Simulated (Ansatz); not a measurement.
# A series of single points on BN

System: BN (I-4m2, 2 atoms in the cell).
Method: DFT PBE, scalar-relativistic, plane waves, PAW, no spin polarisation (Ansatz 0.2.0).

The 5 runs differ only in the geometry, by a strain of the cell at fixed fractional positions. Against run 3, the strain is εxx = η and εyy = η. The structure derives from a Materials Project entry.

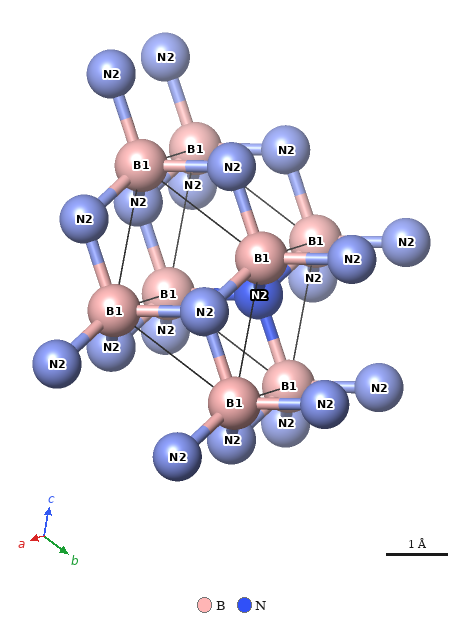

Figure 1. The structure of run 3 (ball-and-stick view of the reduced cell, seen slightly off an axis; neighbours outside the cell are drawn fainter; atoms are numbered from 1 in the order of the input).

## Input of run 3
```yaml
crystal:
  lattice:
    - [0.0, 1.813001, 1.86739103]
    - [1.813001, 0.0, 1.86739103]
    - [1.813001, 1.813001, 0.0]
  atoms:
    - { symbol: B, position: [0.0, 0.0, 0.0] }
    - { symbol: "N", position: [0.75, 0.75, 0.75] }
basis:
  ecutwfc: 420
kpoints:
  mp_grid: { grid: [12, 12, 12] }
hamiltonian:
  xc: pbe
scf:
  occupations: { method: gaussian, width: 0.05 }
output:
  forces: true
  stress: true
  eigenvalues: true
```

Run 2 differs from it as follows:
```diff
-    - [0.0, 1.813001, 1.86739103]
-    - [1.813001, 0.0, 1.86739103]
-    - [1.813001, 1.813001, 0.0]
+    - [0.0, 1.785805985, 1.86739103]
+    - [1.785805985, 0.0, 1.86739103]
+    - [1.785805985, 1.785805985, 0.0]
```

## Results, with one run withheld

```csv
run,strain parameter η (%),"free energy per atom, from the lowest run given (meV)",pressure (GPa),gap on the mesh (eV)
1,−3.0000,22.00,11.86,3.94
2,−1.5000,?,?,?
3,0.0000,0.00,−10.76,4.17
4,1.5000,12.83,−20.06,4.27
5,3.0000,39.68,−28.21,4.36
```

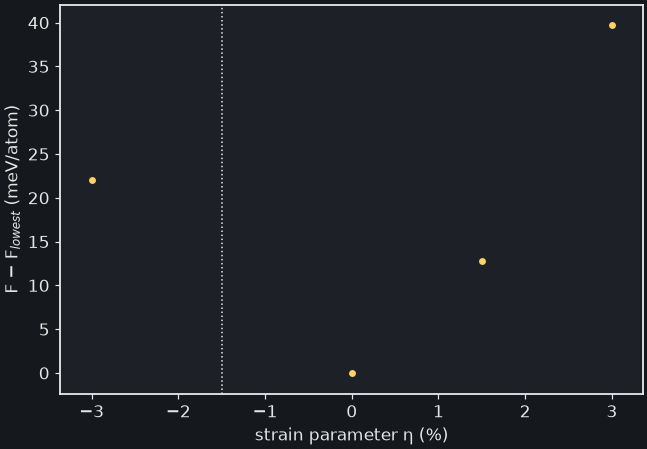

Figure 2. Free energy per atom of the runs given; the dotted line marks run 2.

Estimate the energy of run 2 from the others.

A quadratic polynomial in the coordinate, fitted to the 4 runs given, misses them by at most 0.41 meV per atom. With x = η − 0.3750, it reads F = 1.9011 + 5.5294 x + 3.3984 x² (meV per atom). At run 2 it gives 3.48 meV per atom, and the run itself gives 2.57. The fit has its minimum at η = −0.4385 %. So low a polynomial doesn't follow these energies more closely. The gap on the mesh goes, without turning, from 3.94 eV in run 1 to 4.36 eV in run 5; run 2 has 4.06 eV. These are gaps of this functional on this mesh, which can miss the band edges; they aren't the measured gap.

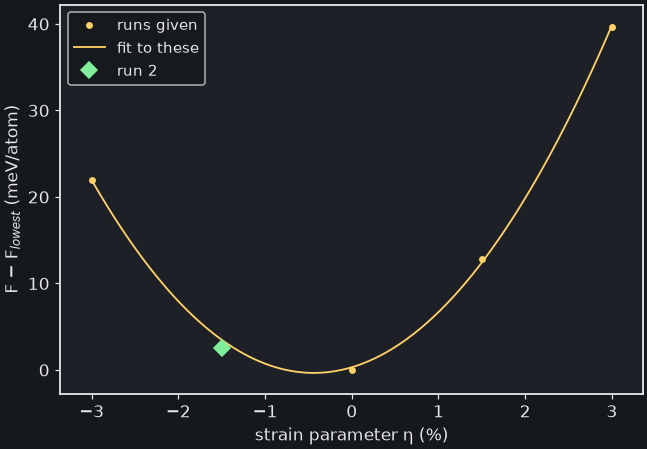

Figure 3. The fit and the withheld run.

## Output, shortened to warnings, some set-up lines, iterations and results (run 2)
```
Basis set: ecut = 420 eV, 247 PW (Γ), exchange–correlation on 36×36×36 points (8 copies of the dense FFT grid, shifted against one another)
Symmetry: 8 space group operations
k-points: 163 of 1728 (time reversal used)
Initial density: superposition of atomic densities (neutral atoms: chi_scale 0, normalization atom), corrected by the library's trained network
[...]
SCF iter   1: F=—  HF=-542.244270 eV  |F-HF|=—  |Δ(HF+E_count)|=         —  Δρ=1.71e-3  dr2=1.64e-4  ethr=1.77e-3  ⟨swp⟩=4.3  Hψ=8299  notcnv=0
SCF iter   2: F=—  HF=-542.244401 eV  |F-HF|=—  |Δ(HF+E_count)|=   1.31e-4  Δρ=8.74e-4  dr2=2.51e-5  ethr=2.06e-6  ⟨swp⟩=2.1  Hψ=3248  notcnv=0
SCF iter   3: F=—  HF=-542.244446 eV  |F-HF|=—  |Δ(HF+E_count)|=   4.49e-5  Δρ=3.76e-4  dr2=5.65e-6  ethr=3.13e-7  ⟨swp⟩=2.1  Hψ=1876  notcnv=0
SCF iter   4: F=-542.244460 eV  HF=-542.244460 eV  |F-HF|=2.39e-8  |Δ(HF+E_count)|=   1.34e-5  Δρ=2.64e-5  dr2=2.88e-8  ethr=7.06e-8  ⟨swp⟩=2.3  Hψ=1892  notcnv=0
SCF iter   5: F=-542.244460 eV  HF=-542.244460 eV  |F-HF|=3.48e-9  |Δ(HF+E_count)|=   2.77e-8  Δρ=5.17e-6  dr2=1.17e-9  ethr=3.60e-10  ⟨swp⟩=2.2  Hψ=1861  notcnv=0
SCF iter   6: F=-542.244460 eV  HF=-542.244460 eV  |F-HF|=4.77e-11  |Δ(HF+E_count)|=   3.84e-9  Δρ=5.91e-7  dr2=2.19e-11  ethr=1.47e-11  ⟨swp⟩=1.0  Hψ=3912  notcnv=0
SCF 1 converged in 6 iterations: F = -542.244460 eV  dr2 = 2.19e-11
SCF converged after 6 iterations
Free energy (F): -542.244460 eV
Harris-Foulkes:  -542.244460 eV  (|F-HF|=4.77e-11)
Internal energy: -542.244460 eV  (E = F + TS)
E sigma→0 (E₀):  -542.244460 eV
Fermi energy:    13.237187 eV
--- Per-component energies (eV) ---
  E_band       = 25.775174
  E_kinetic    = 185.091916
  E_local      = -175.937562  (includes V_loc(G=0)·N_el)
  E_nonlocal   = 56.510608
  E_hartree    = 49.274862
  E_xc         = -93.312950
  E_vxc        = -116.055695  (∫ρ·V_xc dr)
  E_paw        = -206.398341  (= ΣΔE_a)
  E_vpaw       = -22.383905  (= ΣTr[D̂ρ^β])
  E_aug_tail   = 0.000103  (compensation charges beyond the density's cutoff)
  E_ewald      = -357.473094
  E_smearing   = -0.000000  (= −TS)
  E_closure    = 0.000000  (closes the sum)
  Σ components = -542.244460   (vs F -542.244460, Δ=0.00e0)
--- Forces (eV/Å), atoms counted from 1 ---
  atom   1  B     -0.00000000     0.00000000     0.00000000
  atom   2  N      0.00000000    -0.00000000     0.00000000
  max |Σ_I F_I| component: 3.96e-16 eV/Å
--- Stress (GPa, compression-positive) ---
        9.487556      -0.000000      -0.000000
       -0.000000       9.487556       0.000000
        0.000000       0.000000     -19.465571
  P = ⅓ Tr σ = -0.1635 GPa (-1.635 kbar)
```
